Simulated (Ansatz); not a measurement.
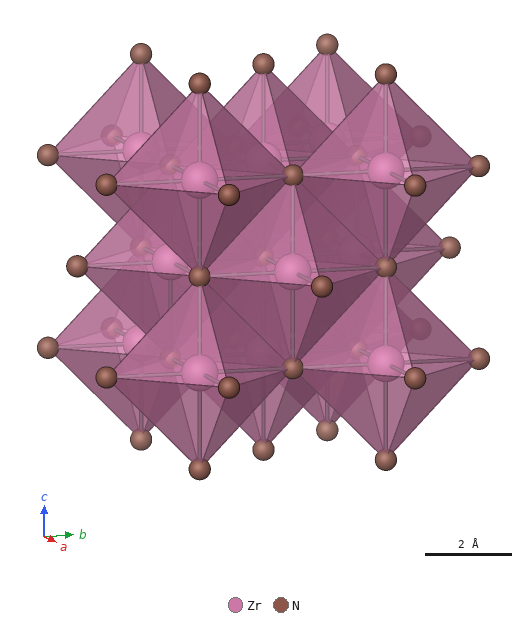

**Figure 1.** The structure as given in the input (polyhedral view of the cell 4 times as large as that of the calculation, set on its symmetry axes, seen slightly off an axis; polyhedra are completed across the faces of the cell). An atom can appear more than once, as a periodic image.

# Run report: ZrN, geometry relaxation

- system: ZrN (Fm-3m, 2 atoms in the cell)
- method: DFT PBE+D3(BJ), scalar-relativistic, plane waves, PAW, no spin polarisation (Ansatz 0.2.0)

The structure derives from an entry of the Crystallography Open Database.

## Log
```
Engine: ansatz 0.2.0, aarch64-unknown-linux-gnu
Pseudopotentials: kind: paw
Pseudopotential: Zr, paw, valence charge 12, recommended cutoff 420 eV (normal), Zr.paw.azcp
Pseudopotential: N, paw, valence charge 5, recommended cutoff 420 eV (normal), N.paw.azcp
Functional definition: PBE
  parameter kappa = 0.804
  parameter beta = 0.06672455060314922
  exchange = pbe_x(kappa = kappa, mu = beta*pi^2/3)
  correlation = pbe_c(beta = beta)
Crystal: 2 atoms, lattice volume = 23.837 Å³
Basis set: ecut = 420 eV, 459 PW (Γ), exchange–correlation on 48×48×48 points (8 copies of the dense FFT grid, shifted against one another)
Bands: 13, of which v1, the nominal top of the filled ones, is band 9 counted from 1 (8 counted from 0)
Symmetry: 48 space group operations
Space group: Fm-3m (ITA 225), of the structure as read, at distance tolerance 2.9e-5 Å
k-points: 145 of 4096
Non-local potential: Zr, projectors of the file, l = 0: 3, l = 1: 2, l = 2: 2, l = 3: 2
Non-local potential: N, projectors of the file, l = 0: 2, l = 1: 2, l = 2: 1
PAW form: soft (Blöchl's): semilocal exchange-correlation on the pseudo side does not see the compensation charge
PAW one-centre angular grid: Zr, 590 points (default); XC on 64 Gauss nodes
PAW one-centre angular grid: N, 110 points (default); XC on 64 Gauss nodes
Initial density: superposition of atomic densities (neutral atoms: chi_scale 0, normalization atom), corrected by the library's trained network
Initial wavefunctions: pseudopotential atomic-orbital guess
Functional: x = pbe(κ = 0.804, μ = 0.2195149727645171), c = pbe(β = 0.06672455060314922)
SCF iter   1: F=—  HF=-4572.169560 eV  |F-HF|=—  |Δ(HF+E_count)|=         —  Δρ=1.34e-3  dr2=4.77e-4  ethr=1.77e-3  ⟨swp⟩=5.0  Hψ=9162  notcnv=0
preconditioner: auto → none  [metal: Δε(μ)=0.014 eV  Ē_g=18.924 eV  σ=0.100 eV  W_gap=0.08  n_scr=8 (ndim 8)  ℏωp=29.5 eV  f_vac=0.000  D(μ)=0.74/eV (n_scr^D=0)  sad-step TF]
SCF iter   2: F=—  HF=-4572.169306 eV  |F-HF|=—  |Δ(HF+E_count)|=   2.54e-4  Δρ=8.49e-4  dr2=2.07e-4  ethr=2.81e-6  ⟨swp⟩=2.5  Hψ=4037  notcnv=0
SCF iter   3: F=—  HF=-4572.169300 eV  |F-HF|=—  |Δ(HF+E_count)|=   5.53e-6  Δρ=2.58e-4  dr2=1.34e-5  ethr=1.22e-6  ⟨swp⟩=2.0  Hψ=2279  notcnv=0
SCF iter   4: F=—  HF=-4572.169290 eV  |F-HF|=—  |Δ(HF+E_count)|=   1.05e-5  Δρ=5.64e-5  dr2=5.80e-7  ethr=7.86e-8  ⟨swp⟩=2.0  Hψ=3011  notcnv=0
iter 5 did not close the SCF: its close was put off for the readings that it lacked (scf_convergence_deferred on its scf_iter line)
SCF iter   5: F=-4572.169290 eV  HF=-4572.169290 eV  |F-HF|=3.50e-9  |Δ(HF+E_count)|=   5.92e-8  Δρ=9.92e-6  dr2=1.47e-8  ethr=3.41e-9  ⟨swp⟩=2.0  Hψ=3078  notcnv=0
SCF iter   6: F=-4572.169290 eV  HF=-4572.169290 eV  |F-HF|=8.80e-10  |Δ(HF+E_count)|=   1.07e-8  Δρ=3.02e-6  dr2=1.34e-9  ethr=8.68e-11  ⟨swp⟩=2.9  Hψ=6301  notcnv=0
SCF 1 converged in 6 iterations: F = -4572.169290 eV  dr2 = 1.34e-9
  greatest PAW one-centre occupation: 0.996 electrons in one spin orbital (limit 2), on the Zr atom at site 0 (counted from 0), in its partial waves of l = 0
relax step   1: F+E_penalty+E_count = -4572.16928986 eV  Δ(F+E_penalty+E_count) = +0.000e0 eV  max|allowed force component| = 2.603e-29 eV/Å  Δτ_max = 0.0000 Å  P = -1.620 GPa  Ω = 23.837 Å³  (6 SCF iters, dr2 threshold 1.00e-7 eV, accepted)
Crystal: 2 atoms, lattice volume = 23.601 Å³
Initial density: handed on by an earlier stage of this run
Initial wavefunctions: those handed on with the density
iter 1 solved again at ethr=4.03e-6 eV; its pass at ethr=3.10e-3 eV (dr2=6.84e-4 eV) is discarded
SCF iter   1: F=—  HF=-4572.170450 eV  |F-HF|=—  |Δ(HF+E_count)|=         —  Δρ=1.56e-3  dr2=6.32e-4  ethr=4.03e-6  ⟨swp⟩=1.2  Hψ=10511  notcnv=0
preconditioner: auto → none  [metal: Δε(μ)=0.014 eV  Ē_g=18.987 eV  σ=0.100 eV  W_gap=0.08  n_scr=8 (ndim 8)  ℏωp=29.6 eV  f_vac=0.000  D(μ)=0.74/eV (n_scr^D=0)]
SCF iter   2: F=—  HF=-4572.170317 eV  |F-HF|=—  |Δ(HF+E_count)|=   1.34e-4  Δρ=4.13e-4  dr2=5.40e-5  ethr=3.71e-6  ⟨swp⟩=2.1  Hψ=2189  notcnv=0
SCF iter   3: F=—  HF=-4572.170301 eV  |F-HF|=—  |Δ(HF+E_count)|=   1.60e-5  Δρ=7.13e-5  dr2=1.05e-6  ethr=3.18e-7  ⟨swp⟩=2.1  Hψ=2193  notcnv=0
iter 4 did not close the SCF: its close was put off for the readings that it lacked (scf_convergence_deferred on its scf_iter line)
SCF iter   4: F=-4572.170301 eV  HF=-4572.170301 eV  |F-HF|=3.89e-9  |Δ(HF+E_count)|=   4.77e-8  Δρ=1.05e-5  dr2=1.22e-8  ethr=6.17e-9  ⟨swp⟩=2.2  Hψ=2631  notcnv=0
iter 5 did not close the SCF: its close was put off for the readings that it lacked (scf_convergence_deferred on its scf_iter line)
SCF iter   5: F=-4572.170301 eV  HF=-4572.170301 eV  |F-HF|=6.28e-11  |Δ(HF+E_count)|=   5.13e-9  Δρ=8.29e-7  dr2=5.42e-11  ethr=7.20e-11  ⟨swp⟩=2.3  Hψ=3061  notcnv=0
SCF iter   6: F=-4572.170301 eV  HF=-4572.170301 eV  |F-HF|=0.00e0  |Δ(HF+E_count)|=  6.37e-11  Δρ=8.06e-8  dr2=5.55e-13  ethr=1.00e-12  ⟨swp⟩=1.0  Hψ=4528  notcnv=0
SCF 2 converged in 6 iterations: F = -4572.170301 eV  dr2 = 5.55e-13
relax step   2: F+E_penalty+E_count = -4572.17030058 eV  Δ(F+E_penalty+E_count) = -1.011e-3 eV  max|allowed force component| = 4.010e-30 eV/Å  Δτ_max = 0.0000 Å  P = +1.017 GPa  Ω = 23.601 Å³  energy of the carried Pulay correction = +5.496e-4 eV  (6 SCF iters, dr2 threshold 2.00e-7 eV, accepted)
Crystal: 2 atoms, lattice volume = 23.691 Å³
iter 1 solved again at ethr=6.12e-7 eV; its pass at ethr=3.10e-3 eV (dr2=1.04e-4 eV) is discarded
SCF iter   1: F=—  HF=-4572.170398 eV  |F-HF|=—  |Δ(HF+E_count)|=         —  Δρ=6.07e-4  dr2=9.57e-5  ethr=6.12e-7  ⟨swp⟩=1.1  Hψ=10099  notcnv=0
preconditioner: auto → none  [metal: Δε(μ)=0.013 eV  Ē_g=18.957 eV  σ=0.100 eV  W_gap=0.07  n_scr=8 (ndim 8)  ℏωp=29.5 eV  f_vac=0.000  D(μ)=0.75/eV (n_scr^D=8)]
SCF iter   2: F=—  HF=-4572.170375 eV  |F-HF|=—  |Δ(HF+E_count)|=   2.37e-5  Δρ=1.61e-4  dr2=8.28e-6  ethr=5.63e-7  ⟨swp⟩=2.0  Hψ=2193  notcnv=0
iter 3 did not close the SCF: its close was put off for the readings that it lacked (scf_convergence_deferred on its scf_iter line)
SCF iter   3: F=-4572.170373 eV  HF=-4572.170373 eV  |F-HF|=6.49e-8  |Δ(HF+E_count)|=   1.80e-6  Δρ=2.76e-5  dr2=1.58e-7  ethr=4.87e-8  ⟨swp⟩=2.1  Hψ=2202  notcnv=0
iter 4 did not close the SCF: its close was put off for the readings that it lacked (scf_convergence_deferred on its scf_iter line)
SCF iter   4: F=-4572.170373 eV  HF=-4572.170373 eV  |F-HF|=5.28e-10  |Δ(HF+E_count)|=   7.43e-9  Δρ=4.09e-6  dr2=1.94e-9  ethr=9.28e-10  ⟨swp⟩=2.2  Hψ=2607  notcnv=0
iter 5 did not close the SCF: its close was put off for the readings that it lacked (scf_convergence_deferred on its scf_iter line)
SCF iter   5: F=-4572.170373 eV  HF=-4572.170373 eV  |F-HF|=1.09e-11  |Δ(HF+E_count)|=  7.15e-10  Δρ=3.28e-7  dr2=8.74e-12  ethr=1.14e-11  ⟨swp⟩=2.3  Hψ=3068  notcnv=0
SCF iter   6: F=-4572.170373 eV  HF=-4572.170373 eV  |F-HF|=1.82e-12  |Δ(HF+E_count)|=  1.27e-11  Δρ=2.86e-8  dr2=6.37e-14  ethr=1.00e-12  ⟨swp⟩=1.0  Hψ=4352  notcnv=0
SCF 3 converged in 6 iterations: F = -4572.170373 eV  dr2 = 6.37e-14
relax step   3: F+E_penalty+E_count = -4572.17037290 eV  Δ(F+E_penalty+E_count) = -7.232e-5 eV  max|allowed force component| = 8.579e-30 eV/Å  Δτ_max = 0.0000 Å  P = -0.010 GPa  Ω = 23.691 Å³  energy of the carried Pulay correction = +3.383e-4 eV  (6 SCF iters, dr2 threshold 2.00e-7 eV, accepted)
Initial wavefunctions: pseudopotential atomic-orbital guess (no wavefunctions were taken with the density)
iter 1 solved again at ethr=2.72e-8 eV; its pass at ethr=3.10e-3 eV (dr2=4.62e-6 eV) is discarded
SCF iter   1: F=—  HF=-4572.170017 eV  |F-HF|=—  |Δ(HF+E_count)|=         —  Δρ=3.14e-5  dr2=3.75e-8  ethr=2.72e-8  ⟨swp⟩=3.4  Hψ=15215  notcnv=0
preconditioner: auto → none  [metal: Δε(μ)=0.015 eV  Ē_g=18.959 eV  σ=0.100 eV  W_gap=0.08  n_scr=8 (ndim 8)  ℏωp=29.5 eV  f_vac=0.000  D(μ)=0.74/eV (n_scr^D=0)]
SCF iter   2: F=—  HF=-4572.170013 eV  |F-HF|=—  |Δ(HF+E_count)|=   3.24e-6  Δρ=1.49e-5  dr2=5.84e-9  ethr=2.20e-10  ⟨swp⟩=2.0  Hψ=2644  notcnv=0
SCF iter   3: F=—  HF=-4572.170013 eV  |F-HF|=—  |Δ(HF+E_count)|=   2.27e-8  Δρ=1.99e-6  dr2=1.12e-10  ethr=3.44e-11  ⟨swp⟩=2.0  Hψ=2543  notcnv=0
iter 4 did not close the SCF: its close was put off for the readings that it lacked (scf_convergence_deferred on its scf_iter line)
SCF iter   4: F=-4572.170013 eV  HF=-4572.170013 eV  |F-HF|=0.00e0  |Δ(HF+E_count)|=  4.95e-10  Δρ=1.44e-7  dr2=1.78e-12  ethr=1.00e-12  ⟨swp⟩=2.0  Hψ=2560  notcnv=0
iter 5 did not close the SCF: its close was put off for the readings that it lacked (scf_convergence_deferred on its scf_iter line)
SCF iter   5: F=-4572.170013 eV  HF=-4572.170013 eV  |F-HF|=9.09e-13  |Δ(HF+E_count)|=  9.09e-13  Δρ=3.08e-8  dr2=9.94e-14  ethr=1.00e-12  ⟨swp⟩=1.0  Hψ=1885  notcnv=0
iter 6 did not close the SCF: its close was put off for the readings that it lacked (scf_convergence_deferred on its scf_iter line)
SCF iter   6: F=-4572.170013 eV  HF=-4572.170013 eV  |F-HF|=1.82e-12  |Δ(HF+E_count)|=    0.00e0  Δρ=3.71e-9  dr2=1.44e-15  ethr=1.00e-12  ⟨swp⟩=1.0  Hψ=1885  notcnv=0
iter 7 did not close the SCF: its close was put off for the readings that it lacked (scf_convergence_deferred on its scf_iter line)
SCF iter   7: F=-4572.170013 eV  HF=-4572.170013 eV  |F-HF|=9.09e-13  |Δ(HF+E_count)|=    0.00e0  Δρ=5.43e-10  dr2=2.93e-17  ethr=1.00e-12  ⟨swp⟩=1.0  Hψ=1885  notcnv=0
SCF iter   8: F=-4572.170013 eV  HF=-4572.170013 eV  |F-HF|=1.82e-12  |Δ(HF+E_count)|=    0.00e0  Δρ=8.38e-11  dr2=2.83e-19  ethr=1.00e-12  ⟨swp⟩=2.0  Hψ=4526  notcnv=0
SCF 4 converged in 8 iterations: F = -4572.170013 eV  dr2 = 2.83e-19
relax step   4: F+E_penalty+E_count = -4572.17001348 eV  Δ(F+E_penalty+E_count) = +3.594e-4 eV  max|allowed force component| = 6.508e-30 eV/Å  Δτ_max = 0.0000 Å  P = -0.031 GPa  Ω = 23.691 Å³  stress off target by 3.11e-2 GPa  SCF on the basis re-selected at this cell (its energy is not comparable with the rows above)  (8 SCF iters)
```

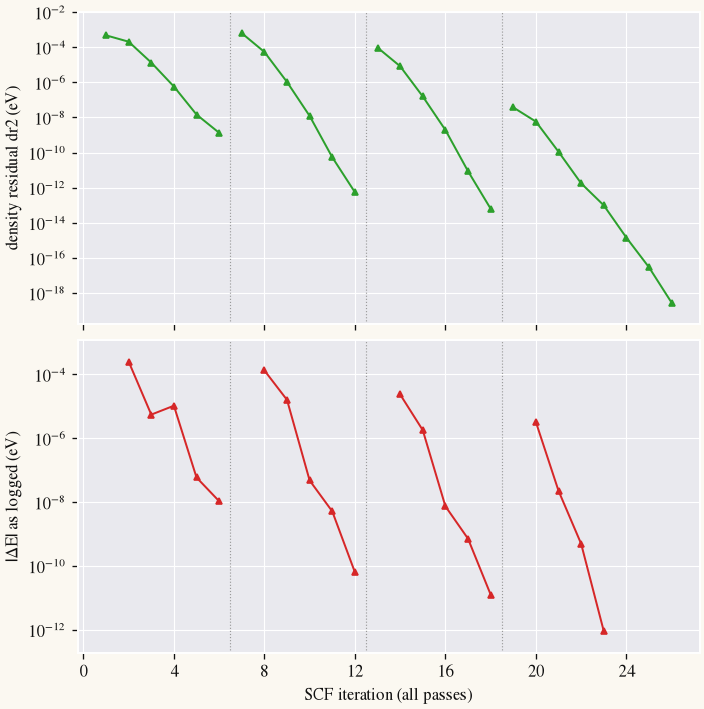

**Figure 2.** Convergence of the self-consistent field: density residual dr2 and size of the energy change against the SCF iteration. The dotted lines part the SCF passes of the relaxation: geometry steps, rejected trials and re-solves on a re-selected basis. The passes take 6, 6, 6 and 8 iterations.

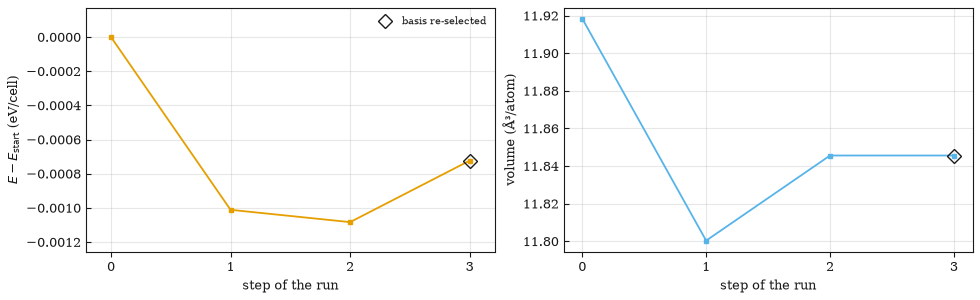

**Figure 3.** Progress of the relaxation, step by step (the first geometry is step 0 here and step 1 in the log). The atoms keep their places relative to the cell (all moves are under 0.005 Å). Cell: a = b = c 4.568 → 4.559 Å (−0.2 %). Volume −0.6 %. Distances before and after: Zr1–Zr1 3.230 → 3.224 Å, Zr1–N2 2.284 → 2.280 Å. The space group stays Fm-3m (No. 225). After 2 geometry steps the energy has fallen by 1.1 meV per cell of the calculation. All forces vanish by symmetry, so only the cell relaxes. The pressure goes from −1.62 to −0.03 GPa. A last SCF at the same geometry on a re-selected plane-wave basis shifts the energy by +0.4 meV per cell of the calculation. (Atoms are counted from 1 in the order of the input.)

```
basis re-selected at this cell: Δ(F+E_penalty+E_count) = +3.594e-4 eV, ΔP = -0.021 GPa vs the last step (what re-selecting the basis moved, of the pressure what is left beyond the Pulay correction that the steps carried, after the strain that the cell walked since its last selection, with what the two solves' SCF thresholds leave and, on support functions, any second-order correction that the steps lacked; it is no measure of the basis error at this ecutwfc). This SCF's stress stands 3.11e-2 GPa from its target on what of the cell is left free (relax.cell.stress_tol is 5.00e-2 GPa) and its largest allowed force component is 6.51e-30 eV/Å (relax.f_tol is 5.00e-3 eV/Å): within both
SCF converged after 8 iterations
Free energy (F): -4572.170013 eV
Harris-Foulkes:  -4572.170013 eV  (|F-HF|=1.82e-12)
Internal energy: -4572.166289 eV  (E = F + TS)
E sigma→0 (E₀):  -4572.168151 eV
Entropy (-TS):   -0.003725 eV (-1.862 meV/atom)
Fermi energy:    18.000875 eV
--- Per-component energies (eV) ---
  E_band       = -20.611115
  E_kinetic    = 468.871703
  E_local      = -613.078170  (includes V_loc(G=0)·N_el)
  E_nonlocal   = 123.210671
  E_hartree    = 185.041475
  E_xc         = -224.675740
  E_vxc        = -271.296538  (∫ρ·V_xc dr)
  E_paw        = -3080.523571  (= ΣΔE_a)
  E_vpaw       = -98.401849  (= ΣTr[D̂ρ^β])
  E_aug_tail   = 0.000117  (compensation charges beyond the density's cutoff)
  E_ewald      = -1430.145324
  E_disp       = -0.867451  (pairwise vdW)
  E_smearing   = -0.003725  (= −TS)
  E_closure    = 0.000000  (closes the sum)
  Σ components = -4572.170013   (vs F -4572.170013, Δ=0.00e0)
--- Forces (eV/Å), atoms counted from 1 ---
  atom   1  Zr    -0.00000000     0.00000000    -0.00000000
  atom   2  N      0.00000000    -0.00000000     0.00000000
  max |Σ_I F_I| component: 1.12e-29 eV/Å
--- Stress (GPa, compression-positive) ---
       -0.031066      -0.000000      -0.000000
       -0.000000      -0.031066      -0.000000
       -0.000000      -0.000000      -0.031066
  P = ⅓ Tr σ = -0.0311 GPa (-0.311 kbar)
--- Band table (eV; the first three rows and the last of 145) ---
  k-point 0: bands = ["-31.5411", "-9.1461", "-9.1461", "-9.1461", "1.6462", "15.3202", "15.3202", "15.3202", "17.5935", "17.5935", "17.5935", "19.6221", "19.6221"]
  k-point 1: bands = ["-31.5354", "-9.1991", "-9.1499", "-9.1499", "1.7298", "14.9697", "15.0791", "15.0791", "17.7178", "17.7178", "17.7199", "19.9239", "19.9239"]
  k-point 2: bands = ["-31.5191", "-9.3468", "-9.1606", "-9.1606", "1.9670", "14.1749", "14.5329", "14.5329", "17.9618", "18.0381", "18.0381", "20.6943", "20.6943"]
  k-point 144: bands = ["-31.3386", "-9.8316", "-9.8316", "-9.5933", "2.7931", "12.5012", "13.2373", "13.2373", "19.0420", "19.0420", "22.6563", "22.7665", "24.0671"]
--- Relaxed structure (3 steps of the walk, 3 accepted, 1 SCFs on fresh bases) ---
  F+E_penalty+E_count = -4572.17001348 eV   max|allowed force component| = 6.508e-30 eV/Å   (the final SCF, on the basis selected at the relaxed cell)
  cell:  # Å, volume = 23.6913 Å³
    - [-2.912423096536903e-34, 2.2795686373962676, 2.2795686373962676]
    - [2.2795686373962676, -1.672167745756409e-34, 2.2795686373962676]
    - [2.2795686373962676, 2.2795686373962676, -1.7836290089760002e-34]
  atoms:
    - { symbol: Zr, position: [3.934662040953535e-34, -3.86440021879365e-34, -1.756545553997161e-34] }
    - { symbol: N, position: [0.5, 0.5, 0.5] }
```

## Trajectory as extended XYZ (Å, eV, eV/Å), 4 frames, from step=1 to step=4
```
2
Lattice="0.0000 2.2842 2.2842 2.2842 0.0000 2.2842 2.2842 2.2842 0.0000" Properties=species:S:1:pos:R:3:forces:R:3 step=1 energy=-4572.16929 pressure_GPa=-1.62
Zr    0.0000    0.0000    0.0000    0.0000   0.0000   0.0000
N     2.2842    2.2842    2.2842    0.0000   0.0000   0.0000
2
Lattice="0.0000 2.2767 2.2767 2.2767 0.0000 2.2767 2.2767 2.2767 0.0000" Properties=species:S:1:pos:R:3:forces:R:3 step=2 energy=-4572.17030 pressure_GPa=1.02
Zr    0.0000    0.0000    0.0000    0.0000   0.0000   0.0000
N     2.2767    2.2767    2.2767    0.0000   0.0000   0.0000
2
Lattice="0.0000 2.2796 2.2796 2.2796 0.0000 2.2796 2.2796 2.2796 0.0000" Properties=species:S:1:pos:R:3:forces:R:3 step=3 energy=-4572.17037 pressure_GPa=-0.01
Zr    0.0000    0.0000    0.0000    0.0000   0.0000   0.0000
N     2.2796    2.2796    2.2796    0.0000   0.0000   0.0000
2
Lattice="0.0000 2.2796 2.2796 2.2796 0.0000 2.2796 2.2796 2.2796 0.0000" Properties=species:S:1:pos:R:3:forces:R:3 step=4 energy=-4572.17001 pressure_GPa=-0.03
Zr    0.0000    0.0000    0.0000    0.0000   0.0000   0.0000
N     2.2796    2.2796    2.2796    0.0000   0.0000   0.0000
```

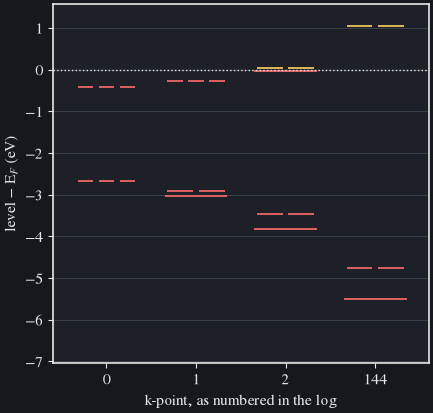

**Figure 4.** Kohn–Sham levels near the Fermi level (dotted) at the few k-points that the log prints; levels within 0.02 eV of each other stand side by side. The system is metallic on the full mesh.

The run was set up as follows.

## The input
```yaml
crystal:
  lattice:
    - [0.0, 2.28423, 2.28423]
    - [2.28423, 0.0, 2.28423]
    - [2.28423, 2.28423, 0.0]
  atoms:
    - { symbol: Zr, position: [0.0, 0.0, 0.0] }
    - { symbol: "N", position: [0.5, 0.5, 0.5] }
basis:
  ecutwfc: 420
kpoints:
  mp_grid: { grid: [16, 16, 16] }
hamiltonian:
  xc: pbe
  dispersion: d3bj
scf:
  occupations: { method: gaussian, width: 0.1 }
output:
  forces: true
  stress: true
  eigenvalues: true
relax:
  adjacent_minimum: "off"
  f_tol: 0.005
  max_steps: 80
  cell: { stress_tol: 0.05 }
```

Launch command:
```bash
ansatz run input.yaml --threads 4 --pin off --max-ram 10240MiB --backend cpu --events-out ev --progress --plain --runs-dir out
```

## Summary

```tsv
quantity	value
outcome	converged
space group (tolerance 0.01 Å)	Fm-3m (225)
electrons treated	17
free energy	−4572.1700 eV
Fermi energy	18.001 eV
gap on the k-point mesh	none (metallic)
pressure	−0.03 GPa
final volume	23.69 Å³
largest force (length of the vector) at the end	under 0.001 eV/Å
final cell	a = 3.224 Å, b = 3.224 Å, c = 3.224 Å, α = 60.00°, β = 60.00°, γ = 60.00°
hardware	4 threads of Arm Neoverse V2, 24 GiB of memory available, shared host
wall time	2.7 s (CPU time 9.7 s)
peak memory	0.36 GiB
```

The cell holds an odd number of electrons but the run has no spin polarisation, so a band is left half filled.
